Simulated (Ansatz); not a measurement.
**Ta6H2C7: geometry relaxation (part 4 of 4)**

The same run, continued: Ta6H2C7 (slab, 30 atoms in the cell); DFT PBE+D3(BJ), scalar-relativistic, plane waves, PAW, no spin polarisation (Ansatz 0.2.0); cutoff 420 eV, 4×4×1 k-mesh, Gaussian smearing of 0.1 eV. The structure derives from an entry of the Crystallography Open Database. The input holds or restrains some coordinates. Forces given for the steps count only the free coordinates. It belongs to a series of runs on one base structure; here: 1 C2H4 a cell, tilted, over a top Ta site.

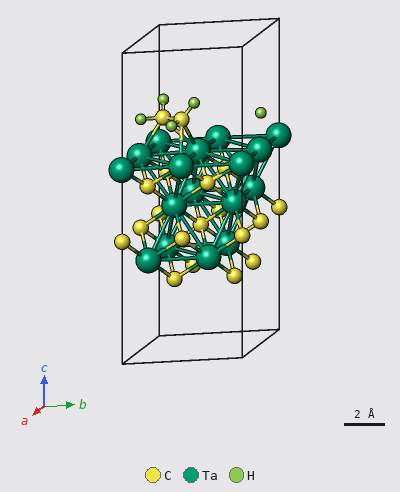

The geometry at step 19 of the log (ball-and-stick view of the cell of the calculation, with the vacuum cut short, seen slightly off an axis).

Trajectory as extended XYZ, continued
```
30
Lattice="6.2855 0.0000 0.0000 -3.1428 5.4434 0.0000 0.0000 0.0000 27.2392" Properties=species:S:1:pos:R:3:forces:R:3 step=13 energy=-122766.58516
C     0.0000    1.8145    8.0000    0.0089  -0.0126   2.6837
C    -1.5714    4.5362    8.0000   -0.0288  -0.0154   2.7061
C     3.1428    1.8145    8.0000    0.0098   0.0085   2.6611
C     1.5714    4.5362    8.0000    0.0237  -0.0177   2.7118
Ta    1.5714    0.9072    9.2830    0.0422  -0.0030  -3.3579
Ta    0.0000    3.6289    9.2830    0.0225   0.0575  -3.3131
Ta    4.7141    0.9072    9.2830   -0.0721   0.0048  -3.3700
Ta    3.1428    3.6289    9.2830   -0.0053  -0.0140  -3.3846
C     1.5714    2.7217   10.5661    0.0028  -0.0716   0.7496
C     3.1428    0.0000   10.5661    0.0001  -0.0995   0.6882
C    -1.5714    2.7217   10.5661    0.0213  -0.0763   0.7098
C     0.0000    0.0000   10.5661    0.0109  -0.0876   0.6746
Ta    3.1435    1.8047   11.8841    0.0046   0.0121  -0.0032
Ta    1.5762    4.5292   11.8848    0.0108  -0.0021   0.0026
Ta   -0.0044    1.8011   11.8782   -0.0073  -0.0197  -0.0015
Ta   -1.5699    4.5257   11.8881   -0.0132  -0.0041   0.0005
C     3.1461    3.6085   13.1930    0.0026   0.0021   0.0052
C     4.7135    0.8937   13.1962   -0.0041  -0.0002  -0.0143
C     0.0008    3.6034   13.1916    0.0045  -0.0067   0.0112
C     1.5744    0.8956   13.1878   -0.0018   0.0076  -0.0080
Ta   -1.5598    2.7011   14.3654   -0.0349  -0.0167   0.0682
Ta    0.0046   -0.0159   14.3327    0.0024  -0.0103  -0.0277
Ta    1.5650    2.7041   14.3598    0.0567  -0.0319   0.0506
Ta    3.1439   -0.0208   14.3766    0.0265  -0.0179   0.0492
C     2.9427    0.5983   16.7327   -0.0743  -0.0564  -0.0720
C     3.8280    1.5003   17.2635   -0.1379   0.1133  -0.1385
H     3.4055   -0.4060   16.3620   -0.0043   0.1393  -0.0147
H     1.9515    0.4633   17.1727    0.1032   0.0816  -0.0037
H     3.5297    2.2251   18.0198   -0.0148   0.0580  -0.0305
H     4.8847    1.4652   16.9730    0.0452   0.0791  -0.0331
30
Lattice="6.2855 0.0000 0.0000 -3.1428 5.4434 0.0000 0.0000 0.0000 27.2392" Properties=species:S:1:pos:R:3:forces:R:3 step=14 energy=-122766.68791
C     0.0000    1.8145    8.0000    0.0110  -0.0113   2.6835
C    -1.5714    4.5362    8.0000   -0.0270  -0.0131   2.7229
C     3.1428    1.8145    8.0000    0.0112   0.0009   2.6711
C     1.5714    4.5362    8.0000    0.0227  -0.0185   2.7246
Ta    1.5714    0.9072    9.2830    0.0373  -0.0068  -3.3617
Ta    0.0000    3.6289    9.2830    0.0256   0.0616  -3.3171
Ta    4.7141    0.9072    9.2830   -0.0758  -0.0007  -3.3789
Ta    3.1428    3.6289    9.2830   -0.0076   0.0034  -3.3909
C     1.5714    2.7217   10.5661    0.0099  -0.0921   0.7734
C     3.1428    0.0000   10.5661    0.0065  -0.1327   0.7230
C    -1.5714    2.7217   10.5661    0.0254  -0.0924   0.7244
C     0.0000    0.0000   10.5661    0.0216  -0.1270   0.6879
Ta    3.1443    1.8047   11.8833    0.0109   0.0019   0.0281
Ta    1.5781    4.5251   11.8872   -0.0164  -0.0017  -0.0054
Ta   -0.0057    1.7975   11.8781    0.0009   0.0101   0.0381
Ta   -1.5687    4.5211   11.8908   -0.0008  -0.0154   0.0000
C     3.1489    3.6025   13.1993   -0.0001  -0.0023  -0.0088
C     4.7142    0.8926   13.1963    0.0020  -0.0062  -0.0099
C     0.0032    3.5909   13.2006    0.0055   0.0129   0.0106
C     1.5739    0.8953   13.1860    0.0028  -0.0041   0.0010
Ta   -1.5609    2.6930   14.3829   -0.0432  -0.0109  -0.0294
Ta    0.0053   -0.0197   14.3303   -0.0024  -0.0180   0.0539
Ta    1.5731    2.6956   14.3743    0.0728  -0.0532  -0.0039
Ta    3.1445   -0.0252   14.3683    0.0601  -0.0345   0.1367
C     2.9248    0.7017   16.6610   -0.1341  -0.1235  -0.1134
C     3.7879    1.6566   17.1578   -0.1819   0.2202  -0.2111
H     3.4274   -0.3143   16.3585   -0.0236   0.1799  -0.0473
H     1.9571    0.5348   17.1436    0.1144   0.1054  -0.0115
H     3.4794    2.3703   17.9197   -0.0046   0.0812  -0.0413
H     4.8499    1.6285   16.8765    0.0770   0.0869  -0.0492
30
Lattice="6.2855 0.0000 0.0000 -3.1428 5.4434 0.0000 0.0000 0.0000 27.2392" Properties=species:S:1:pos:R:3:forces:R:3 step=16 energy=-122767.00565
C     0.0000    1.8145    8.0000    0.0125  -0.0097   2.6957
C    -1.5714    4.5362    8.0000   -0.0122  -0.0091   2.7610
C     3.1428    1.8145    8.0000    0.0203  -0.0168   2.6969
C     1.5714    4.5362    8.0000    0.0156  -0.0148   2.7405
Ta    1.5714    0.9072    9.2830    0.0114  -0.0033  -3.3571
Ta    0.0000    3.6289    9.2830    0.0288   0.0490  -3.3458
Ta    4.7141    0.9072    9.2830   -0.0697  -0.0026  -3.4072
Ta    3.1428    3.6289    9.2830   -0.0156   0.0303  -3.3939
C     1.5714    2.7217   10.5661    0.0475  -0.1448   0.8260
C     3.1428    0.0000   10.5661    0.0369  -0.1888   0.7885
C    -1.5714    2.7217   10.5661    0.0501  -0.1401   0.7707
C     0.0000    0.0000   10.5661    0.0679  -0.2002   0.7192
Ta    3.1480    1.8016   11.8839    0.0151   0.0114   0.0282
Ta    1.5814    4.5185   11.8891   -0.0280  -0.0153  -0.0121
Ta   -0.0044    1.7921   11.8824    0.0110   0.0398   0.0272
Ta   -1.5636    4.5122   11.8955    0.0043  -0.0246   0.0014
C     3.1555    3.5929   13.2058    0.0054  -0.0142  -0.0113
C     4.7197    0.8867   13.1966    0.0072  -0.0060  -0.0102
C     0.0159    3.5701   13.2177   -0.0211   0.0456   0.0005
C     1.5770    0.8880   13.1865    0.0113  -0.0047  -0.0090
Ta   -1.5609    2.6806   14.4000   -0.0264   0.0004  -0.0926
Ta    0.0079   -0.0294   14.3336   -0.0091   0.0001   0.1056
Ta    1.6034    2.6706   14.4028    0.2158  -0.1184   0.0884
Ta    3.1528   -0.0364   14.3594    0.0896  -0.0470   0.1526
C     2.8607    0.8791   16.5168   -0.2145  -0.2722  -0.1484
C     3.6839    1.9440   16.9104   -0.3488   0.4386  -0.3958
H     3.4398   -0.1445   16.3508   -0.1053   0.2832  -0.0575
H     1.9583    0.6724   17.1012    0.0739   0.1152  -0.0146
H     3.3895    2.6180   17.7135    0.0309   0.1370  -0.0858
H     4.7673    1.8868   16.6763    0.0946   0.0793  -0.0646
30
Lattice="6.2855 0.0000 0.0000 -3.1428 5.4434 0.0000 0.0000 0.0000 27.2392" Properties=species:S:1:pos:R:3:forces:R:3 step=18 energy=-122767.53838
C     0.0000    1.8145    8.0000    0.0051  -0.0142   2.7236
C    -1.5714    4.5362    8.0000    0.0156  -0.0185   2.8049
C     3.1428    1.8145    8.0000    0.0451  -0.0346   2.7161
C     1.5714    4.5362    8.0000    0.0106  -0.0052   2.7627
Ta    1.5714    0.9072    9.2830   -0.0442  -0.0017  -3.3497
Ta    0.0000    3.6289    9.2830    0.0285   0.0351  -3.4031
Ta    4.7141    0.9072    9.2830   -0.0460  -0.0074  -3.4560
Ta    3.1428    3.6289    9.2830   -0.0367   0.0738  -3.3860
C     1.5714    2.7217   10.5661    0.1151  -0.1805   0.8916
C     3.1428    0.0000   10.5661    0.1171  -0.2325   0.8597
C    -1.5714    2.7217   10.5661    0.1143  -0.1737   0.8402
C     0.0000    0.0000   10.5661    0.1558  -0.2714   0.7697
Ta    3.1545    1.7984   11.8849    0.0142   0.0159   0.0427
Ta    1.5857    4.5138   11.8908   -0.0555  -0.0250  -0.0106
Ta    0.0031    1.7914   11.8873    0.0124   0.0866   0.0383
Ta   -1.5556    4.5063   11.9000    0.0205  -0.0357   0.0000
C     3.1677    3.5861   13.2127   -0.0132  -0.0062  -0.0349
C     4.7309    0.8817   13.1971    0.0219  -0.0053  -0.0150
C     0.0382    3.5567   13.2363   -0.0705   0.1436  -0.0565
C     1.5879    0.8807   13.1894    0.0231  -0.0018  -0.0155
Ta   -1.5496    2.6717   14.4098   -0.0073  -0.0529  -0.0974
Ta    0.0158   -0.0330   14.3417   -0.0157   0.0197   0.1239
Ta    1.6671    2.6333   14.4525    0.3925  -0.2200   0.2479
Ta    3.1679   -0.0464   14.3545    0.1275  -0.0929   0.1339
C     2.7483    1.0002   16.3976   -0.2963  -0.1539  -0.0884
C     3.5305    2.1782   16.6421   -0.5883   0.5373  -0.7931
H     3.4031    0.0037   16.3472   -0.1767   0.3513  -0.0582
H     1.9340    0.7779   17.0938    0.0207   0.0721  -0.0019
H     3.2973    2.8072   17.5043    0.0354   0.1565  -0.1675
H     4.6445    2.0453   16.4988    0.0768   0.0382  -0.0229
30
Lattice="6.2855 0.0000 0.0000 -3.1428 5.4434 0.0000 0.0000 0.0000 27.2392" Properties=species:S:1:pos:R:3:forces:R:3 step=19 energy=-122767.87016
C     0.0000    1.8145    8.0000    0.0073  -0.0201   2.7410
C    -1.5714    4.5362    8.0000    0.0229  -0.0217   2.8173
C     3.1428    1.8145    8.0000    0.0539  -0.0398   2.7235
C     1.5714    4.5362    8.0000    0.0134  -0.0065   2.7675
Ta    1.5714    0.9072    9.2830   -0.0765  -0.0103  -3.3343
Ta    0.0000    3.6289    9.2830    0.0205   0.0285  -3.4419
Ta    4.7141    0.9072    9.2830   -0.0318  -0.0014  -3.4548
Ta    3.1428    3.6289    9.2830   -0.0395   0.0975  -3.3823
C     1.5714    2.7217   10.5661    0.1466  -0.2018   0.9159
C     3.1428    0.0000   10.5661    0.1482  -0.2381   0.8771
C    -1.5714    2.7217   10.5661    0.1505  -0.1895   0.8613
C     0.0000    0.0000   10.5661    0.2137  -0.2854   0.8025
Ta    3.1576    1.7976   11.8876   -0.0062  -0.0225  -0.0095
Ta    1.5854    4.5112   11.8887   -0.0050   0.0190   0.0147
Ta    0.0074    1.7959   11.8910    0.0355  -0.0027  -0.0077
Ta   -1.5503    4.5029   11.9009   -0.0355   0.0661  -0.0477
C     3.1716    3.5866   13.2123   -0.0195   0.0268  -0.0434
C     4.7380    0.8765   13.1951    0.0332  -0.0291  -0.0199
C     0.0510    3.5573   13.2389   -0.0985   0.1535  -0.0925
C     1.5943    0.8762   13.1934    0.0082  -0.0189  -0.0253
Ta   -1.5411    2.6686   14.3930   -0.0064  -0.0824   0.1460
Ta    0.0184   -0.0337   14.3551    0.0256   0.0263  -0.0849
Ta    1.7078    2.6122   14.4781    0.3528  -0.2198   0.2721
Ta    3.1778   -0.0542   14.3549    0.1284  -0.0613   0.0673
C     2.6765    1.0507   16.3456   -0.2445   0.0262  -0.0756
C     3.4383    2.2787   16.5039   -0.5040   0.3499  -0.7260
H     3.3679    0.0779   16.3406   -0.1726   0.3535  -0.0553
H     1.9157    0.8263   17.0978   -0.0450   0.0629   0.0092
H     3.2446    2.8955   17.3868   -0.0082   0.1724  -0.1905
H     4.5713    2.1002   16.4220   -0.0641   0.0655  -0.0254
30
Lattice="6.2855 0.0000 0.0000 -3.1428 5.4434 0.0000 0.0000 0.0000 27.2392" Properties=species:S:1:pos:R:3:forces:R:3 step=21 energy=-122768.31013
C     0.0000    1.8145    8.0000    0.0088  -0.0259   2.7699
C    -1.5714    4.5362    8.0000    0.0204  -0.0214   2.8053
C     3.1428    1.8145    8.0000    0.0529  -0.0381   2.7253
C     1.5714    4.5362    8.0000    0.0213  -0.0060   2.7772
Ta    1.5714    0.9072    9.2830   -0.1070   0.0111  -3.4007
Ta    0.0000    3.6289    9.2830    0.0332  -0.0012  -3.4600
Ta    4.7141    0.9072    9.2830   -0.0048   0.0060  -3.4762
Ta    3.1428    3.6289    9.2830   -0.0627   0.1038  -3.3922
C     1.5714    2.7217   10.5661    0.1118  -0.1389   0.8730
C     3.1428    0.0000   10.5661    0.1306  -0.1696   0.7860
C    -1.5714    2.7217   10.5661    0.1380  -0.1402   0.7868
C     0.0000    0.0000   10.5661    0.1737  -0.1972   0.7467
Ta    3.1551    1.7991   11.8782    0.0279   0.0884   0.0547
Ta    1.5767    4.5208   11.8907   -0.0034  -0.0658  -0.1186
Ta    0.0064    1.8059   11.8887   -0.0537   0.1178  -0.0184
Ta   -1.5573    4.5198   11.8845    0.0324  -0.1313  -0.0330
C     3.1678    3.6042   13.1931    0.0530  -0.1101   0.0380
C     4.7374    0.8813   13.1850   -0.0045   0.0980  -0.0026
C     0.0260    3.5925   13.2270    0.0366  -0.1097   0.0381
C     1.5929    0.8779   13.1770    0.0825   0.0658   0.0429
Ta   -1.5594    2.6706   14.4003    0.1355   0.0929  -0.4366
Ta    0.0216   -0.0188   14.3314   -0.1094   0.0372   0.2641
Ta    1.7253    2.6086   14.4734   -0.1311   0.0762  -0.0736
Ta    3.1794   -0.0336   14.3538   -0.0449  -0.0785   0.0233
C     2.4934    1.2054   16.2614   -0.1475  -0.1326   0.0823
C     3.2346    2.4770   16.3160    0.0423   0.1376   0.0925
H     3.2237    0.2776   16.3302   -0.0883   0.2013  -0.0567
H     1.7862    0.9851   17.0699   -0.0669   0.1220  -0.0884
H     3.0750    3.1048   17.2046   -0.1114   0.1360  -0.2757
H     4.3884    2.2556   16.3667   -0.1616   0.0704  -0.0739
30
Lattice="6.2855 0.0000 0.0000 -3.1428 5.4434 0.0000 0.0000 0.0000 27.2392" Properties=species:S:1:pos:R:3:forces:R:3 step=23 energy=-122768.47511
C     0.0000    1.8145    8.0000    0.0033  -0.0167   2.7737
C    -1.5714    4.5362    8.0000    0.0104  -0.0086   2.7975
C     3.1428    1.8145    8.0000    0.0395  -0.0248   2.7332
C     1.5714    4.5362    8.0000    0.0148   0.0038   2.7743
Ta    1.5714    0.9072    9.2830   -0.0976   0.0104  -3.4501
Ta    0.0000    3.6289    9.2830    0.0434  -0.0201  -3.5204
Ta    4.7141    0.9072    9.2830   -0.0052   0.0001  -3.5509
Ta    3.1428    3.6289    9.2830   -0.0570   0.0855  -3.4516
C     1.5714    2.7217   10.5661   -0.0038  -0.0124   0.8026
C     3.1428    0.0000   10.5661    0.0254  -0.0310   0.7231
C    -1.5714    2.7217   10.5661    0.0248  -0.0263   0.7168
C     0.0000    0.0000   10.5661    0.0594  -0.0538   0.7130
Ta    3.1458    1.8119   11.8720    0.0017   0.0021   0.0129
Ta    1.5642    4.5364   11.8818    0.0118  -0.0052  -0.0163
Ta   -0.0075    1.8178   11.8812    0.0219   0.0106  -0.0084
Ta   -1.5643    4.5304   11.8777   -0.0104  -0.0076  -0.0099
C     3.1497    3.6304   13.1744    0.0097  -0.0053  -0.0063
C     4.7125    0.9055   13.1807    0.0032   0.0128   0.0031
C    -0.0004    3.6255   13.2184   -0.0048  -0.0033   0.0067
C     1.5715    0.8974   13.1694    0.0100   0.0071   0.0065
Ta   -1.5883    2.7126   14.3682   -0.0169  -0.0084  -0.0482
Ta   -0.0146    0.0097   14.3386   -0.0139  -0.0096   0.0198
Ta    1.6587    2.6673   14.4149   -0.0222   0.0134  -0.0500
Ta    3.1390    0.0118   14.3621    0.0113   0.0079  -0.0242
C     2.3563    1.3847   16.2362   -0.1145  -0.0523   0.0609
C     3.0973    2.6657   16.2481    0.0031   0.1277   0.0606
H     3.0800    0.4897   16.3600    0.0148  -0.0249   0.0138
H     1.5936    1.2255   17.0058    0.0044   0.0042  -0.0215
H     2.8549    3.3909   17.0330   -0.0015   0.0027  -0.0600
H     4.2314    2.4745   16.3691    0.0365   0.0203   0.0005
30
Lattice="6.2855 0.0000 0.0000 -3.1428 5.4434 0.0000 0.0000 0.0000 27.2392" Properties=species:S:1:pos:R:3:forces:R:3 step=24 energy=-122768.47847
C     0.0000    1.8145    8.0000    0.0022  -0.0147   2.7736
C    -1.5714    4.5362    8.0000    0.0090  -0.0059   2.7958
C     3.1428    1.8145    8.0000    0.0374  -0.0223   2.7341
C     1.5714    4.5362    8.0000    0.0139   0.0052   2.7738
Ta    1.5714    0.9072    9.2830   -0.0956   0.0110  -3.4583
Ta    0.0000    3.6289    9.2830    0.0428  -0.0246  -3.5255
Ta    4.7141    0.9072    9.2830   -0.0042   0.0013  -3.5585
Ta    3.1428    3.6289    9.2830   -0.0563   0.0796  -3.4607
C     1.5714    2.7217   10.5661   -0.0220   0.0096   0.7907
C     3.1428    0.0000   10.5661    0.0057  -0.0065   0.7078
C    -1.5714    2.7217   10.5661    0.0069  -0.0039   0.7069
C     0.0000    0.0000   10.5661    0.0376  -0.0239   0.7092
Ta    3.1444    1.8139   11.8708   -0.0052  -0.0072   0.0102
Ta    1.5623    4.5395   11.8805    0.0021   0.0037  -0.0059
Ta   -0.0085    1.8200   11.8807    0.0149   0.0044  -0.0045
Ta   -1.5661    4.5328   11.8764    0.0031   0.0036  -0.0062
C     3.1461    3.6347   13.1701    0.0065  -0.0002  -0.0040
C     4.7088    0.9099   13.1809    0.0062   0.0036  -0.0090
C    -0.0061    3.6327   13.2180   -0.0108  -0.0083   0.0060
C     1.5685    0.9011   13.1691   -0.0040  -0.0013   0.0136
Ta   -1.5960    2.7189   14.3647    0.0088   0.0074   0.0160
Ta   -0.0208    0.0121   14.3387   -0.0018   0.0006   0.0123
Ta    1.6475    2.6777   14.4064   -0.0076  -0.0015   0.0057
Ta    3.1334    0.0214   14.3634   -0.0162   0.0176   0.0582
C     2.3340    1.4273   16.2473    0.0450  -0.0361  -0.0245
C     3.0766    2.7137   16.2456    0.0651  -0.0636  -0.0440
H     3.0552    0.5302   16.3800   -0.0220   0.0434  -0.0291
H     1.5659    1.2782   17.0111   -0.0302  -0.0055   0.0087
H     2.8254    3.4573   17.0070   -0.0094   0.0123   0.0181
H     4.2121    2.5276   16.3759   -0.0218   0.0217  -0.0107
30
Lattice="6.2855 0.0000 0.0000 -3.1428 5.4434 0.0000 0.0000 0.0000 27.2392" Properties=species:S:1:pos:R:3:forces:R:3 step=26 energy=-122768.47906
C     0.0000    1.8145    8.0000    0.0029  -0.0149   2.7742
C    -1.5714    4.5362    8.0000    0.0100  -0.0058   2.7963
C     3.1428    1.8145    8.0000    0.0381  -0.0221   2.7352
C     1.5714    4.5362    8.0000    0.0144   0.0049   2.7742
Ta    1.5714    0.9072    9.2830   -0.0957   0.0103  -3.4594
Ta    0.0000    3.6289    9.2830    0.0416  -0.0241  -3.5275
Ta    4.7141    0.9072    9.2830   -0.0050   0.0030  -3.5588
Ta    3.1428    3.6289    9.2830   -0.0568   0.0779  -3.4598
C     1.5714    2.7217   10.5661   -0.0152   0.0081   0.7926
C     3.1428    0.0000   10.5661    0.0109  -0.0073   0.7111
C    -1.5714    2.7217   10.5661    0.0117  -0.0066   0.7113
C     0.0000    0.0000   10.5661    0.0435  -0.0254   0.7089
Ta    3.1448    1.8133   11.8716   -0.0012   0.0001   0.0016
Ta    1.5629    4.5396   11.8803    0.0001  -0.0014   0.0017
Ta   -0.0072    1.8200   11.8804   -0.0002   0.0021   0.0000
Ta   -1.5655    4.5327   11.8765   -0.0001  -0.0002  -0.0011
C     3.1471    3.6345   13.1702    0.0009  -0.0013   0.0000
C     4.7099    0.9096   13.1804   -0.0003   0.0018   0.0003
C    -0.0056    3.6322   13.2185   -0.0014  -0.0041   0.0005
C     1.5688    0.9005   13.1701    0.0004  -0.0005   0.0002
Ta   -1.5945    2.7184   14.3649    0.0037   0.0011  -0.0031
Ta   -0.0206    0.0120   14.3393   -0.0012  -0.0016   0.0012
Ta    1.6489    2.6766   14.4067   -0.0007   0.0032  -0.0005
Ta    3.1342    0.0210   14.3646   -0.0006   0.0034   0.0018
C     2.3396    1.4201   16.2428   -0.0016   0.0017  -0.0018
C     3.0812    2.7066   16.2428    0.0041  -0.0019   0.0008
H     3.0628    0.5268   16.3736   -0.0006   0.0010   0.0013
H     1.5697    1.2692   17.0056    0.0002  -0.0012   0.0005
H     2.8269    3.4482   17.0063   -0.0027   0.0015   0.0000
H     4.2166    2.5285   16.3741    0.0010  -0.0018  -0.0015
```

Key numbers

| quantity | value |
| --- | --- |
| outcome | converged under the restraints of the input |
| electrons treated | 216 |
| free energy | −122768.4791 eV |
| work function, top face | 3.67 eV |
| work function, bottom face | 6.79 eV |
| Fermi energy | 2.358 eV |
| gap on the k-point mesh | none (metallic) |
| final volume | 931.98 Å³ |
| work function (upper face) | 3.67 eV |
| largest force (length of the vector) at the end, held atoms and coordinates included | 3.559 eV/Å |
| hardware | 4 threads of Arm Neoverse V1, 24 GiB of memory available, shared host |
| wall time | 24 min (CPU time 1.6 h) |
| peak memory | 3 GiB |

Warnings of the run: the exchange-correlation potential is rough where the density is thin. Spin–orbit coupling is left out, which matters for Ta.
